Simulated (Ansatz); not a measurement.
Run report: AlP, geometry relaxation (part 2 of 2)

AlP (slab, 16 atoms in the cell); DFT PBEsol, scalar-relativistic, plane waves, PAW, no spin polarisation (Ansatz 0.2.0); cutoff 420 eV, 7×3×1 k-mesh, Gaussian smearing of 0.05 eV. The structure derives from an entry of the Crystallography Open Database. The input holds or restrains some coordinates. Forces given for the steps count only the free coordinates. It belongs to a series of runs on one base structure; here: upper atoms moved at random (sigma 0.25 Å), then relaxed.

Geometry of the input (Å; fractional positions):
```
3.8681  0.0000  0.0000
0.0000  10.9407  0.0000
0.0000  0.0000  20.8022
Al 0.5000  0.7500  0.3605
Al 0.5000  0.2500  0.3605
P  0.0000  0.1250  0.3605
P  0.0000  0.6250  0.3605
Al 0.0000  0.5000  0.4535
Al 0.0000  0.0000  0.4535
P  0.5000  0.8750  0.4535
P  0.5000  0.3750  0.4535
Al 0.4782  0.2629  0.5656
Al 0.5367  0.7239  0.5480
P  -0.0544  0.6215  0.5434
P  -0.0624  0.1358  0.5394
Al 0.0912  -0.0291  0.6090
Al -0.0628  0.4812  0.6220
P  0.5798  0.3934  0.6432
P  0.5177  0.9011  0.6335
```

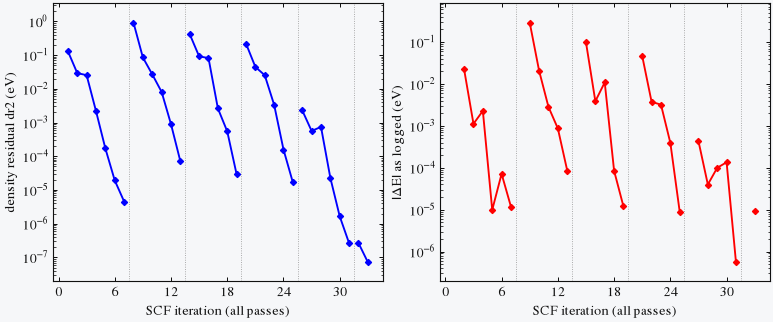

Figure 1. Convergence of the self-consistent field: density residual dr2 and size of the energy change against the SCF iteration. The dotted lines part the SCF passes of the relaxation: geometry steps, rejected trials and re-solves on a re-selected basis. The 6 passes take 2 to 7 iterations each, 33 in all.

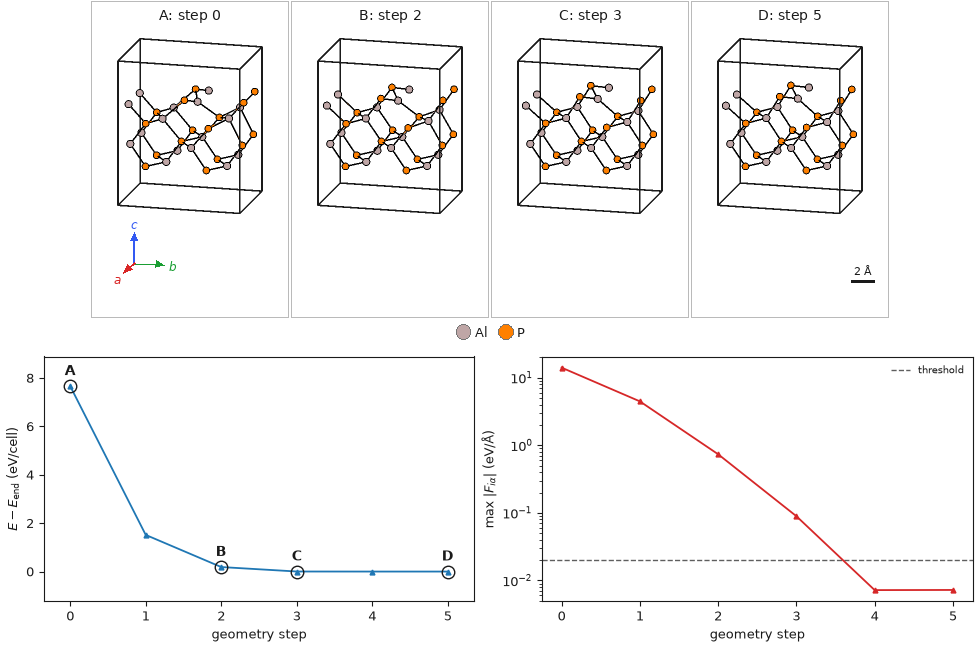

Figure 2. Frames of the restrained relaxation (ball-and-stick view of the 2 × 1 repeat of the cell, with the vacuum cut short (origin shifted), seen slightly off an axis) above the curves, on which the letters mark them (the first geometry is step 0 here and step 1 in the log).

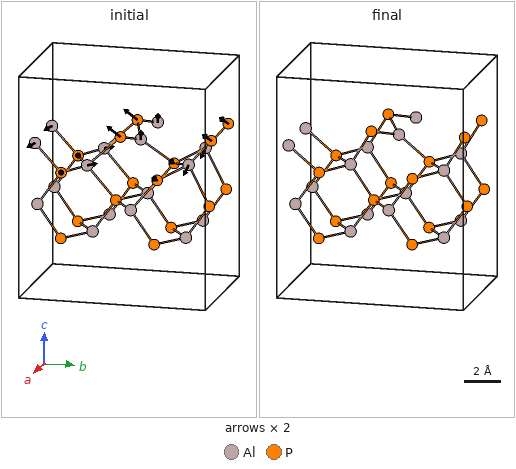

Figure 3. Before (left) and after (right) the restrained relaxation, at one scale (ball-and-stick view of the 2 × 1 repeat of the cell, with the vacuum cut short (origin shifted), seen slightly off an axis). The black arrows give the displacements, magnified 2 times. The atom that moves furthest is P16 (0.52 Å). Largest moves by element: P 0.52 Å, Al 0.40 Å. The lattice vectors keep their values. Among the contacts that change: Al14–P15 1.741 → 2.318 Å, Al13–P16 1.888 → 2.318 Å, Al10–P11 1.941 → 2.360 Å, Al10–P16 2.633 → 2.357 Å. Among the angles that change: P12–Al13–P16 98.0° → 122.7°, P7–Al10–P16 92.4° → 114.8°, P12–Al9–P15 130.9° → 108.7°. After 5 geometry steps the energy has fallen by 7.662 eV per cell of the calculation. Largest force component: 14 eV/Å at the start, 0.0072 eV/Å at the end. (Atoms are counted from 1 in the order of the input.)

```
SCF converged after 2 iterations
Free energy (F): -10119.269816 eV
Harris-Foulkes:  -10119.269816 eV  (|F-HF|=5.28e-8)
Internal energy: -10119.269816 eV  (E = F + TS)
E sigma→0 (E₀):  -10119.269816 eV
Fermi energy:    -0.831050 eV
Dipole field:    D = -0.023066 V/Å  (p = -0.112217 e·Å, saw-weighted, corrected)
Work function:   Φ+ = 4.9132 eV   Φ− = 4.4334 eV
Levels:          The Fermi level and band energies are counted from a zero that moves with the ramp; work functions are not
--- Per-component energies (eV) ---
  E_band       = -362.223589
  E_kinetic    = 732.937667
  E_local      = -12839.576701  (includes V_loc(G=0)·N_el)
  E_nonlocal   = 358.693130
  E_hartree    = 6091.828289
  E_xc         = -794.531866
  E_vxc        = -707.110267  (∫ρ·V_xc dr)
  E_paw        = -8071.618835  (= ΣΔE_a)
  E_vpaw       = -90.753268  (= ΣTr[D̂ρ^β])
  E_aug_tail   = 0.000006  (compensation charges beyond the density's cutoff)
  E_efield     = 0.001294  (sawtooth field / dipole correction)
  E_vefield    = -0.068495  (∫n·V_field dr)
  E_ewald      = 4402.475318
  E_core_change = 0.521881  (= ΣΔE_core)
  E_smearing   = -0.000000  (= −TS)
  E_closure    = 0.000000  (closes the sum)
  Σ components = -10119.269816   (vs F -10119.269816, Δ=0.00e0)
--- Forces (eV/Å), atoms counted from 1 ---
  atom   1  Al     0.00003917    -1.31466882     1.49930188
  atom   2  Al     0.00021409    -1.31502696     1.50002558
  atom   3  P      0.00009768     0.59132133    -1.14157032
  atom   4  P      0.00008498     0.59138836    -1.14102031
  atom   5  Al     0.00057719     0.42004642    -0.09171445
  atom   6  Al     0.00030565     0.42216866    -0.09006222
  atom   7  P      0.00047321     0.30984133    -0.26346302
  atom   8  P      0.00106775     0.31041704    -0.26253485
  atom   9  Al    -0.00006893    -0.00267554    -0.00148316
  atom  10  Al    -0.00024084    -0.00293446    -0.00277353
  atom  11  P     -0.00003181    -0.00019074    -0.00323960
  atom  12  P     -0.00010906    -0.00332762    -0.00214703
  atom  13  Al    -0.00341243    -0.00650026     0.00221404
  atom  14  Al     0.00006182    -0.00722715     0.00447127
  atom  15  P      0.00137702     0.00251439    -0.00565321
  atom  16  P     -0.00038046     0.00484536    -0.00038182
  max |Σ_I F_I| component: 5.50e-5 eV/Å
--- Band table (eV; the first three rows and the last of 11) ---
  k-point 0: bands = ["-12.6957", "-11.8961", "-11.8899", "-11.6803", "-11.2470", "-10.9372", "-10.7402", "-10.4642", "-6.6037", "-6.5405", "-5.9895", "-5.7320", "-4.9239", "-4.8511", "-4.3406", "-4.2678", "-3.5510", "-3.4064", "-3.1063", "-2.7695", "-2.7403", "-2.6436", "-2.6341", "-2.5783", "-2.3555", "-2.1812", "-1.9944", "-1.9546", "-1.8888", "-1.5420", "-1.5241", "-1.5183", "-0.0903", "-0.0615", "0.3792", "1.0476", "1.3728", "1.5779", "1.6391", "1.9223", "2.0291", "2.1637", "2.5144", "2.7130", "2.9652", "2.9915", "3.2648", "3.3127"]
  k-point 1: bands = ["-12.5991", "-12.3188", "-11.6247", "-11.5377", "-11.2211", "-10.8612", "-10.8062", "-10.6059", "-6.4519", "-6.4346", "-6.0319", "-6.0277", "-5.0800", "-4.8970", "-3.9346", "-3.9233", "-3.5413", "-3.3201", "-3.1974", "-3.1029", "-3.0713", "-2.8065", "-2.5873", "-2.4768", "-2.2311", "-2.1012", "-2.0336", "-1.9584", "-1.8903", "-1.6641", "-1.5388", "-1.4370", "0.0127", "0.0816", "0.5196", "0.8925", "1.3959", "1.4311", "1.6974", "1.8141", "2.0259", "2.1398", "2.4593", "2.5106", "2.8434", "2.9258", "3.3692", "3.4151"]
  k-point 2: bands = ["-12.5480", "-11.7819", "-11.7676", "-11.5476", "-11.1250", "-10.8155", "-10.6615", "-10.4047", "-6.5194", "-6.4409", "-5.9055", "-5.7533", "-5.0829", "-4.8206", "-4.6763", "-4.1860", "-4.1484", "-3.5898", "-3.3887", "-3.3655", "-3.2656", "-3.1860", "-3.1133", "-3.0294", "-2.6018", "-2.4927", "-2.3849", "-2.2665", "-2.0685", "-1.8861", "-1.5428", "-1.3998", "0.0216", "0.0991", "0.9985", "1.3571", "1.8427", "2.3230", "2.3493", "2.5338", "2.5603", "2.6167", "2.8330", "2.8951", "2.9483", "3.0567", "3.2550", "3.3828"]
  k-point 10: bands = ["-11.4766", "-11.3365", "-11.0472", "-11.0124", "-10.5232", "-10.4955", "-10.1777", "-10.1755", "-6.8550", "-6.5277", "-6.3868", "-6.3244", "-6.2245", "-6.1078", "-6.0342", "-5.7780", "-4.4038", "-4.3609", "-4.0532", "-4.0323", "-3.6954", "-3.6405", "-3.4101", "-3.2548", "-3.0887", "-3.0827", "-2.8357", "-2.6578", "-2.1136", "-2.0558", "-1.4620", "-1.4407", "-0.2054", "-0.1474", "0.0960", "0.5914", "1.3820", "1.6601", "1.7593", "1.8622", "2.1668", "2.2600", "2.2846", "2.5907", "2.9964", "3.3706", "3.4555", "3.6826"]
--- Relaxed structure (6 steps of the walk, 6 accepted, 0 SCFs on fresh bases) ---
  F+E_penalty+E_count = -10119.26981628 eV   max|allowed force component| = 7.227e-3 eV/Å
  atoms:
    - { symbol: Al, position: [0.5000000000000001, 0.7499999999999999, 0.36053917769999994] }
    - { symbol: Al, position: [0.5000000000000001, 0.24999999999999997, 0.36053917769999994] }
    - { symbol: P, position: [0.0, 0.12499999999999999, 0.36053917769999994] }
    - { symbol: P, position: [0.0, 0.6249999999999999, 0.36053917769999994] }
    - { symbol: Al, position: [0.0, 0.49999999999999994, 0.4535130592] }
    - { symbol: Al, position: [0.0, 0.0, 0.4535130592] }
    - { symbol: P, position: [0.5000000000000001, 0.8749999999999999, 0.4535130592] }
    - { symbol: P, position: [0.5000000000000001, 0.37499999999999994, 0.4535130592] }
    - { symbol: Al, position: [0.500183614728681, 0.2504011015170748, 0.5501779139780594] }
    - { symbol: Al, position: [0.5003348990084185, 0.7503288063257653, 0.5501429843255756] }
    - { symbol: P, position: [0.0002833698275085818, 0.6268097956661772, 0.5467579312669814] }
    - { symbol: P, position: [0.00022939631769004927, 0.1268825107165204, 0.5467536971125281] }
    - { symbol: Al, position: [0.0009223236524501672, -0.036329829125654016, 0.6175936427228215] }
    - { symbol: Al, position: [-2.8366968706111914e-5, 0.46366346108077905, 0.617624047977788] }
    - { symbol: P, position: [0.4999686150154973, 0.36138390346088756, 0.6473418163637109] }
    - { symbol: P, position: [0.5008526715092498, 0.8613451397487344, 0.6472633176901049] }
```

## Trajectory as extended XYZ (Å, eV, eV/Å), 6 frames, from step=1 to step=6
```
16
Lattice="3.8681 0.0000 0.0000 0.0000 10.9407 0.0000 0.0000 0.0000 20.8022" Properties=species:S:1:pos:R:3:forces:R:3 step=1 energy=-10111.60765
Al    1.9341    8.2055    7.5000   -0.0139  -1.1392   1.3686
Al    1.9341    2.7352    7.5000   -0.0580  -1.2989   1.5750
P     0.0000    1.3676    7.5000    0.0348   0.6157  -1.2568
P     0.0000    6.8379    7.5000   -0.0024   0.6090  -0.9770
Al    0.0000    5.4703    9.4341   -0.0543  -0.4814  -1.1208
Al    0.0000    0.0000    9.4341   -0.0638   0.3412  -0.4971
P     1.9341    9.5731    9.4341    0.0542  -0.1827   0.1370
P     1.9341    4.1028    9.4341   -0.0603   0.3684   0.3518
Al    1.8498    2.8768   11.7665   -0.8829  -1.3815  -2.5921
Al    2.0758    7.9195   11.4000   -6.8692   5.9241   0.3942
P    -0.2106    6.7991   11.3044    7.0944  -2.7361   0.0558
P    -0.2414    1.4853   11.2206    1.5114   0.6090   1.4857
Al    0.3527   -0.3182   12.6675   -7.9921   3.7396  -2.5571
Al   -0.2427    5.2643   12.9395   13.6638   8.0110  -3.9984
P     2.2426    4.3036   13.3803  -14.0963  -8.1495   5.6568
P     2.0026    9.8590   13.1789    7.7349  -4.8491   1.9747
16
Lattice="3.8681 0.0000 0.0000 0.0000 10.9407 0.0000 0.0000 0.0000 20.8022" Properties=species:S:1:pos:R:3:forces:R:3 step=2 energy=-10117.75511
Al    1.9341    8.2055    7.5000   -0.0204  -1.2155   1.3626
Al    1.9341    2.7352    7.5000   -0.0314  -1.2859   1.5908
P     0.0000    1.3676    7.5000    0.0224   0.5754  -1.2177
P     0.0000    6.8379    7.5000   -0.0073   0.6476  -1.0538
Al    0.0000    5.4703    9.4341   -0.0273  -0.1596  -0.6769
Al    0.0000    0.0000    9.4341   -0.0624   0.4993  -0.3753
P     1.9341    9.5731    9.4341   -0.0054   0.1552  -0.0908
P     1.9341    4.1028    9.4341   -0.0514   0.3437   0.1568
Al    1.8186    2.8421   11.6697   -0.3527  -0.3373  -1.5095
Al    1.9815    8.0887   11.4067   -1.6700   1.7795   0.1630
P    -0.0900    6.8410   11.3171    1.8773   0.0276   0.1170
P    -0.1764    1.5207   11.2574    0.9908   0.2318   0.7215
Al    0.2712   -0.2859   12.6443   -2.1712   1.1002  -0.6329
Al   -0.1248    5.2586   12.9191    4.1405   1.3306  -0.9441
P     2.0788    4.2324   13.4482   -4.4669  -1.8217   1.8208
P     2.0794    9.7150   13.2260    1.8352  -1.8712   0.5714
16
Lattice="3.8681 0.0000 0.0000 0.0000 10.9407 0.0000 0.0000 0.0000 20.8022" Properties=species:S:1:pos:R:3:forces:R:3 step=3 energy=-10119.08335
Al    1.9341    8.2055    7.5000   -0.0081  -1.2815   1.4128
Al    1.9341    2.7352    7.5000   -0.0066  -1.3305   1.5405
P     0.0000    1.3676    7.5000    0.0076   0.5965  -1.1950
P     0.0000    6.8379    7.5000   -0.0031   0.6342  -1.1222
Al    0.0000    5.4703    9.4341   -0.0021   0.3042  -0.2499
Al    0.0000    0.0000    9.4341   -0.0237   0.6294  -0.0889
P     1.9341    9.5731    9.4341   -0.0037   0.3511  -0.2760
P     1.9341    4.1028    9.4341    0.0013   0.4116  -0.1146
Al    1.8817    2.8393   11.5426    0.0738  -0.0524  -0.3770
Al    1.9651    8.1775   11.4153   -0.4071   0.4663   0.0241
P    -0.0120    6.8840   11.3421    0.4612  -0.1560  -0.0090
P    -0.0464    1.5099   11.3293    0.1449  -0.1655   0.1363
Al    0.1702   -0.3233   12.7148   -0.7366   0.2684  -0.0597
Al   -0.0541    5.1535   12.8481    0.6863   0.4682  -0.2162
P     1.9325    4.1548   13.4950   -0.7369  -0.7171   0.3254
P     2.0456    9.5506   13.3242    0.5531  -0.4248   0.2692
16
Lattice="3.8681 0.0000 0.0000 0.0000 10.9407 0.0000 0.0000 0.0000 20.8022" Properties=species:S:1:pos:R:3:forces:R:3 step=4 energy=-10119.26789
Al    1.9341    8.2055    7.5000   -0.0005  -1.3083   1.4952
Al    1.9341    2.7352    7.5000    0.0003  -1.3147   1.5076
P     0.0000    1.3676    7.5000    0.0010   0.5896  -1.1448
P     0.0000    6.8379    7.5000   -0.0002   0.5934  -1.1364
Al    0.0000    5.4703    9.4341    0.0027   0.4068  -0.0973
Al    0.0000    0.0000    9.4341   -0.0004   0.4389  -0.0857
P     1.9341    9.5731    9.4341    0.0013   0.2905  -0.2400
P     1.9341    4.1028    9.4341    0.0033   0.3006  -0.2285
Al    1.9311    2.7454   11.4582    0.0093  -0.0183  -0.0892
Al    1.9416    8.2021   11.4465   -0.0238   0.0214  -0.0603
P     0.0036    6.8545   11.3764    0.0266  -0.0014  -0.0220
P    -0.0014    1.3948   11.3736    0.0093  -0.0024  -0.0146
Al    0.0273   -0.3982   12.8330   -0.0507   0.0007   0.0177
Al   -0.0062    5.0737   12.8516    0.0463   0.0140  -0.0034
P     1.9322    3.9610   13.4712   -0.0432  -0.0139   0.0460
P     1.9571    9.4272   13.4517    0.0188   0.0048   0.0547
16
Lattice="3.8681 0.0000 0.0000 0.0000 10.9407 0.0000 0.0000 0.0000 20.8022" Properties=species:S:1:pos:R:3:forces:R:3 step=5 energy=-10119.26982
Al    1.9341    8.2055    7.5000    0.0000  -1.3147   1.4992
Al    1.9341    2.7352    7.5000    0.0002  -1.3150   1.5001
P     0.0000    1.3676    7.5000    0.0001   0.5912  -1.1415
P     0.0000    6.8379    7.5000    0.0001   0.5916  -1.1412
Al    0.0000    5.4703    9.4341    0.0006   0.4200  -0.0916
Al    0.0000    0.0000    9.4341    0.0003   0.4222  -0.0901
P     1.9341    9.5731    9.4341    0.0005   0.3100  -0.2635
P     1.9341    4.1028    9.4341    0.0011   0.3103  -0.2626
Al    1.9348    2.7396   11.4449   -0.0001  -0.0026  -0.0015
Al    1.9354    8.2091   11.4442   -0.0002  -0.0030  -0.0028
P     0.0011    6.8577   11.3738    0.0000  -0.0001  -0.0032
P     0.0009    1.3882   11.3737   -0.0001  -0.0034  -0.0022
Al    0.0036   -0.3975   12.8473   -0.0034  -0.0065   0.0022
Al   -0.0001    5.0728   12.8479    0.0001  -0.0072   0.0045
P     1.9339    3.9538   13.4661    0.0014   0.0025  -0.0056
P     1.9374    9.4237   13.4645   -0.0004   0.0049  -0.0003
16
Lattice="3.8681 0.0000 0.0000 0.0000 10.9407 0.0000 0.0000 0.0000 20.8022" Properties=species:S:1:pos:R:3:forces:R:3 step=6 energy=-10119.26982
Al    1.9341    8.2055    7.5000    0.0000  -1.3147   1.4993
Al    1.9341    2.7352    7.5000    0.0002  -1.3150   1.5000
P     0.0000    1.3676    7.5000    0.0001   0.5913  -1.1416
P     0.0000    6.8379    7.5000    0.0001   0.5914  -1.1410
Al    0.0000    5.4703    9.4341    0.0006   0.4200  -0.0917
Al    0.0000    0.0000    9.4341    0.0003   0.4222  -0.0901
P     1.9341    9.5731    9.4341    0.0005   0.3098  -0.2635
P     1.9341    4.1028    9.4341    0.0011   0.3104  -0.2625
Al    1.9348    2.7396   11.4449   -0.0001  -0.0027  -0.0015
Al    1.9354    8.2091   11.4442   -0.0002  -0.0029  -0.0028
P     0.0011    6.8577   11.3738    0.0000  -0.0002  -0.0032
P     0.0009    1.3882   11.3737   -0.0001  -0.0033  -0.0021
Al    0.0036   -0.3975   12.8473   -0.0034  -0.0065   0.0022
Al   -0.0001    5.0728   12.8479    0.0001  -0.0072   0.0045
P     1.9339    3.9538   13.4661    0.0014   0.0025  -0.0057
P     1.9374    9.4237   13.4645   -0.0004   0.0048  -0.0004
```

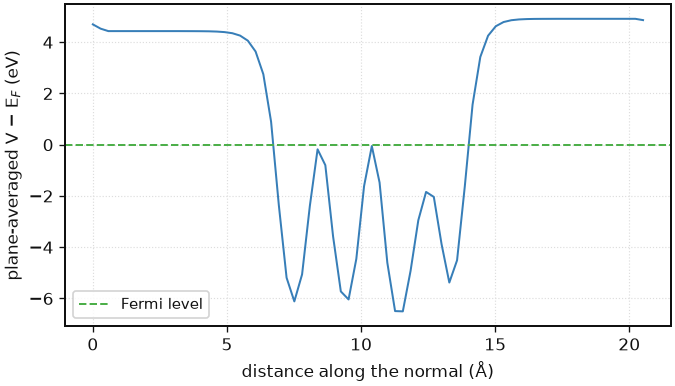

Figure 4. Plane average of the electrostatic potential energy of an electron across the cell, from the Fermi level. The vacuum level lies 4.91 eV above the Fermi level on the upper side and 4.43 eV on the lower.

## Summary

| quantity | value |
| --- | --- |
| outcome | converged under the restraints of the input |
| electrons treated | 64 |
| free energy | −10119.2698 eV |
| work function, top face | 4.91 eV |
| work function, bottom face | 4.43 eV |
| Fermi energy | −0.831 eV |
| gap on the k-point mesh | 1.03 eV |
| final volume | 880.35 Å³ |
| work function (upper face) | 4.91 eV |
| largest force (length of the vector) at the end, held atoms and coordinates included | 1.995 eV/Å |
| hardware | 2 threads of Arm Neoverse V2, 24 GiB of memory available, shared host |
| wall time | 2.3 min (CPU time 4.6 min) |
| peak memory | 1.1 GiB |
